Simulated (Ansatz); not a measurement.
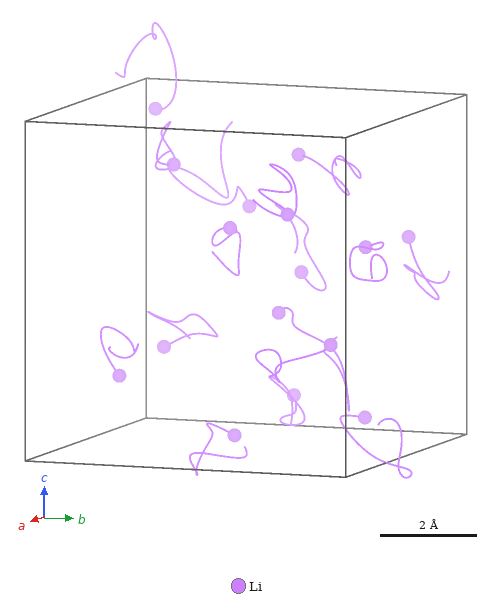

Molecular dynamics of a 16-atom cell of Li, 300 fs long. It starts from the last geometry of an earlier run, with fresh velocities. Lines trace each atom's path, in the colour of its element; spheres stand at the starting positions. Seen slightly off an axis in the simulation cell.

These are results of DFT PBE, scalar-relativistic, plane waves, PAW (Ansatz), not measurements. Set-up: plane-wave cutoff 420 eV; k-point mesh 2 × 2 × 2; Fermi-Dirac smearing 0.11 eV; low-accuracy preset; volume 1.1 times that of the relaxed crystal; Nosé-Hoover thermostat (NVT); set temperature 780 K; time step 1 fs; thermostat time 100.0 fs.

Input
```yaml
accuracy: low
crystal:
  lattice:
    - [7.205315, 0.0, 0.0]
    - [0.0, 7.205315, 0.0]
    - [0.0, 0.0, 7.205315]
  atoms:
    - { symbol: Li, position: [-0.08469553, -0.07876748, 0.37510944] }
    - { symbol: Li, position: [0.50523185, 0.27672817, -0.17638999] }
    - { symbol: Li, position: [-0.23711765, 0.5496674, -0.31746816] }
    - { symbol: Li, position: [-0.03855614, -0.19611745, 0.75916896] }
    - { symbol: Li, position: [0.40779013, 0.20936015, 0.27118421] }
    - { symbol: Li, position: [0.13649988, 0.51210826, 0.10881047] }
    - { symbol: Li, position: [0.6619029, -0.06565009, 0.63147784] }
    - { symbol: Li, position: [0.77421893, 0.20876451, 0.23255123] }
    - { symbol: Li, position: [0.2106049, 0.56330479, 0.48298361] }
    - { symbol: Li, position: [0.51952731, 0.87822902, 0.10934348] }
    - { symbol: Li, position: [0.05841538, 0.05064227, 0.92028447] }
    - { symbol: Li, position: [0.36744137, 0.61390564, 0.85134224] }
    - { symbol: Li, position: [0.73123696, 0.55166018, 0.06800647] }
    - { symbol: Li, position: [1.08346552, 0.35303523, 0.65069516] }
    - { symbol: Li, position: [0.28393839, 0.9256163, 0.61354706] }
    - { symbol: Li, position: [0.62009579, 0.6475131, 0.41935352] }
basis:
  ecutwfc: 420.0
kpoints:
  mp_grid: { grid: [2, 2, 2] }
hamiltonian:
  xc: pbe
scf:
  occupations: { method: fermi_dirac, width: 0.11 }
  lower_state_search: "off"
md:
  timestep: 1
  n_steps: 300
  ensemble: nvt_nose_hoover
  temperature: 780.0
  initial_velocities: maxwell_boltzmann
  seed: 936007
  nose_hoover: { tau: 100.0, chain_length: 1 }
```

Command:
```bash
ansatz run input.yaml --threads 1 --pin off --max-ram 3072MiB --backend cpu --events-out ev --progress --plain --runs-dir out
```

How do the atoms move?

Answer. Root-mean-square distances from the starting positions over the second half, with the common drift of all atoms taken out: Li 1.29 Å. Against the typical shortest distance between atoms in the first frame, about 2.5 Å these are large excursions, but over 300 fs one can't yet tell strong vibration from the start of diffusion. 1 of the 16 free atoms end more than three quarters of that spacing from the start.

Limits of the set-up: the k-point mesh is coarse for a cell with partly filled bands; the program's low-accuracy preset was used.

Cost: 12 min on 1 thread of AMD EPYC 7B13 (Zen 3) (shared host), peak memory 0.6 GiB.
